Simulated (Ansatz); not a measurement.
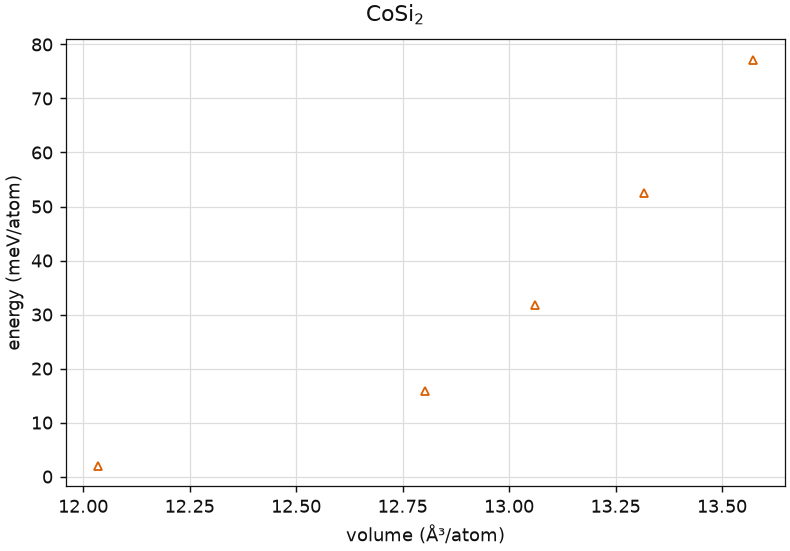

Plotted: energy against volume for CoSi₂, space group Fm-3m (No. 225).

Starting cell:
```xyz
3
Lattice="0.0000 2.6780 2.6780 2.6780 0.0000 2.6780 2.6780 2.6780 0.0000" Properties=species:S:1:pos:R:3 pbc="T T T"
Co    0.0000    0.0000    0.0000
Si    4.0170    4.0170    4.0170
Si    1.3390    1.3390    1.3390
```

Computed with Ansatz 0.2.0: all-electron LAPW DFT, collinear spins; energies at scaled volumes of the given cell, shape and fractions fixed, counted from the fit's minimum, third-order Birch-Murnaghan fit. Level: LDA, collinear spin.

```csv
setting,value
k mesh,9×9×9
occupations,Fermi–Dirac
smearing width,0.05 eV
potentials,"all electron LAPW, scalar relativistic"
program settings,basis error eV/atom 0.002
```

The points at volume 12.29 Å³/atom and 12.55 Å³/atom are left out of the plot. What values does the calculation give there?

```json
{"volume (Å³/atom)": "12.29", "energy (meV/atom)": "0.22"}
{"volume (Å³/atom)": "12.55", "energy (meV/atom)": "5.09"}
```

Limits of the calculation: the program warns: seeded moment not kept.
